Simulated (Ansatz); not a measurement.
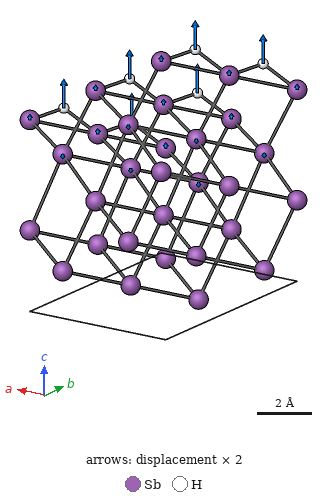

A constrained relaxation of a slab of composition Sb₄H (cut from the Pm-3m phase). The starting structure is drawn; blue arrows show the displacements, magnified 2 times.

A ball-and-stick model of the 2 × 2 repeat of the cell, outlined in the plane, without the vacuum, seen from a free direction.

Case: H put at a bridge Sb-Sb site. The slab is the (1 1 0) face of Sb with H on it. 2 atoms are held fixed.

Computed with DFT PBEsol, scalar-relativistic, plane waves, PAW (Ansatz).

Input file:
```yaml
crystal:
  lattice:
    - [3.0617437794, 0.0, 0.0]
    - [0.0, 4.3299595773, 0.0]
    - [0.0, 0.0, 25.494939366]
  atoms:
    - { symbol: Sb, position: [0.0, 0.5, 0.3333994986] }
    - { symbol: Sb, position: [0.0, 0.0, 0.4183175192] }
    - { symbol: Sb, position: [0.0, 0.5, 0.5127236439] }
    - { symbol: Sb, position: [0.0, 0.0, 0.5876401211] }
    - { symbol: H, position: [0.5, 0.0, 0.6166654892] }
basis:
  ecutwfc: 420
kpoints:
  mp_grid: { grid: [9, 7, 1] }
hamiltonian:
  xc: pbesol
scf:
  occupations: { method: gaussian, width: 0.1 }
output:
  forces: true
  eigenvalues: true
relax:
  adjacent_minimum: "off"
  f_tol: 0.03
  max_steps: 70
  constraints: [{ sites: [0, 1] }]
efield:
  axis: 3
  dipole_correction: true
```

> Which element moves most?

Hydrogen: up to 0.58 Å, against 0.12 Å for antimony.

> Describe the change and its energy.

After 3 accepted moves (4 points after the start) the energy has fallen by 0.557 eV per cell of the calculation. The largest force component goes from 2.1 to 0.015 eV/Å. 1 step only repeated the SCF at the same geometry. H5 moves most: 0.58 Å along the normal (+c). Largest moves by element: H 0.58 Å, Sb 0.12 Å. The cell stays as it was. Near-neighbour distances that change, for instance: Sb4–H5 1.700 → 1.944 Å, Sb3–Sb4 2.887 → 3.041 Å, Sb2–Sb3 3.237 → 3.162 Å. Bond angles that change, for instance: H5–Sb4–H5 128.4° → 103.9°, Sb4–H5–Sb4 128.4° → 103.9°, Sb4–Sb4–H5 154.2° → 142.0°.

Limits of the set-up: the periodic images lie only 3.1 Å apart, so the values are limited by the cell's size.
